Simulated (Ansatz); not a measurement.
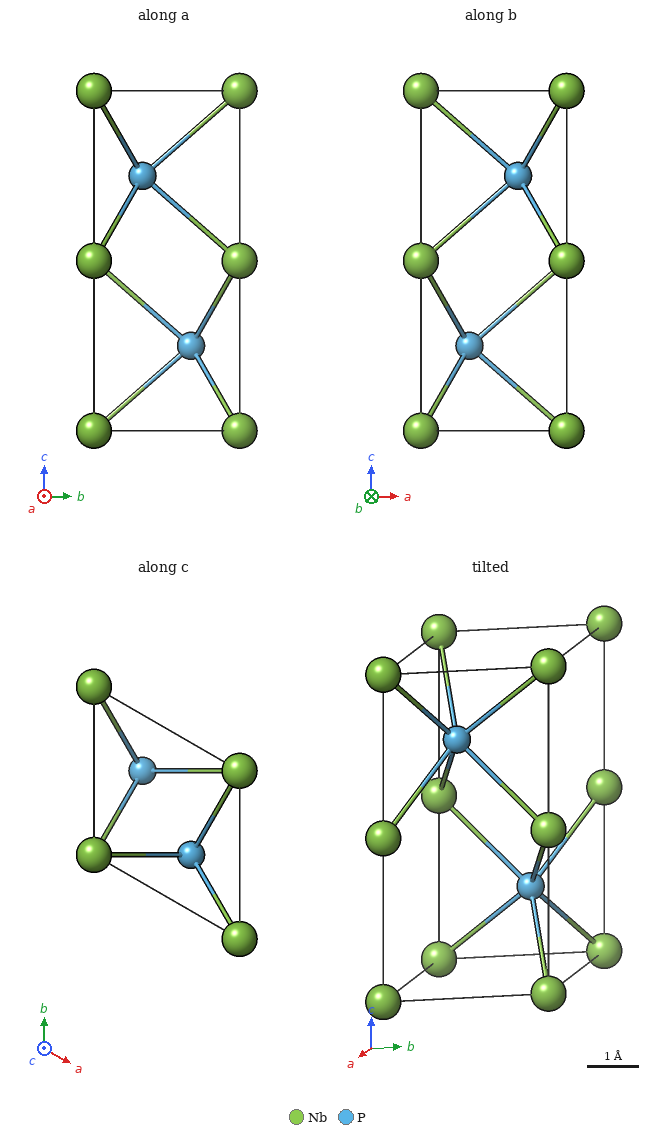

We look at a ball-and-stick model of the crystal along the a axis, along the b axis, along the c axis and slightly off an axis. Atoms at the boundary of the conventional unit cell (the box) are drawn once for each face, edge or corner they touch.

Lattice parameters: a = 3.3203 Å, b = 3.3203 Å, c = 6.7106 Å, α = 90.000°, β = 90.000°, γ = 120.000°.

Convert the drawing into a CIF with its space group and independent sites.

```cif
data_structure
_symmetry_space_group_name_H-M 'P 63/m m c'
_symmetry_Int_Tables_number 194
_cell_length_a 3.3203
_cell_length_b 3.3203
_cell_length_c 6.7106
_cell_angle_alpha 90.000
_cell_angle_beta 90.000
_cell_angle_gamma 120.000
_cell_volume 64.07
loop_
_atom_site_label
_atom_site_type_symbol
_atom_site_symmetry_multiplicity
_atom_site_Wyckoff_symbol
_atom_site_fract_x
_atom_site_fract_y
_atom_site_fract_z
_atom_site_occupancy
Nb1 Nb 2 a 0.0000 0.0000 0.0000 1
P1 P 2 c 0.3333 0.6667 0.2500 1
```

Origin of the cell: a structure type filled with these elements by a generator (whether the compound takes this form wasn't checked). Earlier steps of the study, as a rule a relaxation of our own, may have changed the cell and positions, so they can lie some per cent off the listed ones. An electronic-structure calculation with Ansatz was run on it.
